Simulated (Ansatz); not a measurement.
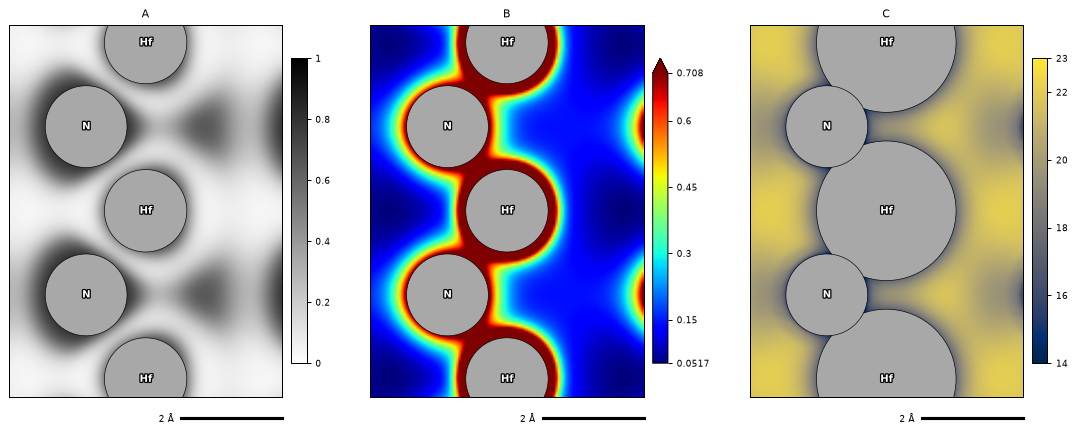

HfN: 3 fields on the (101) plane of the conventional cell, with unlabelled colour scales. Grey discs cover the atomic cores.

Space group F-43m; a structure from a database of computed crystals, not necessarily the ambient phase; changed on purpose from its base cell (strain -0.040 along x and y, -0.040 along z, atoms carried along); computed pressure about 24 GPa in this cell; computed without spin polarisation.

Computed with DFT PBEsol, scalar-relativistic, plane waves, PAW in Ansatz.

Question: Which field does each panel show? The fields are: electron localisation function, electrostatic potential energy of an electron and valence pseudo-density.

Answer: Panel A: electron localisation function. Panel B: valence pseudo-density. Panel C: electrostatic potential energy of an electron (low next to the atoms, rising into the space between them).
